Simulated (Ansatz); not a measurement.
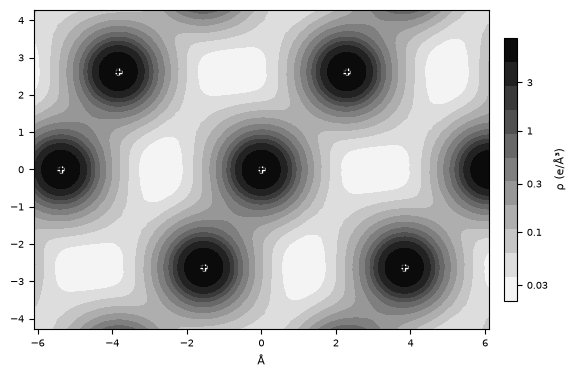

The valence charge density (pseudo) on a plane through atoms (crosses mark nuclei in the plane).

The calculation used DFT, LDA, PAW with Ansatz's default frozen-core files, scalar-relativistic in Ansatz.

Candidates:
A. Bi, a = 4.55 Å, b = 4.55 Å, c = 11.51 Å, α = 90.00°, β = 90.00°, γ = 120.00°. Space group R-3m; changed on purpose from its base cell (zz strain of -3 %, PAW files).
B. AgBr, a = 5.77 Å, b = 5.77 Å, c = 5.77 Å, α = 90.00°, β = 90.00°, γ = 90.00°. Space group Fm-3m; computed pressure about −5 GPa in this cell.
C. KCl, a = 4.46 Å, b = 4.46 Å, c = 6.38 Å, α = 90.00°, β = 90.00°, γ = 90.00°. Space group I4/mmm; changed on purpose from its base cell (zz strain of +1 %, PAW files); computed pressure about −2 GPa in this cell.

### Which system is this?

Candidate A: Bi on the (110) plane of the conventional cell, which holds Bi. Bi–Bi (3.05 Å): the density is about 0.29 e/Å³ at the midpoint.
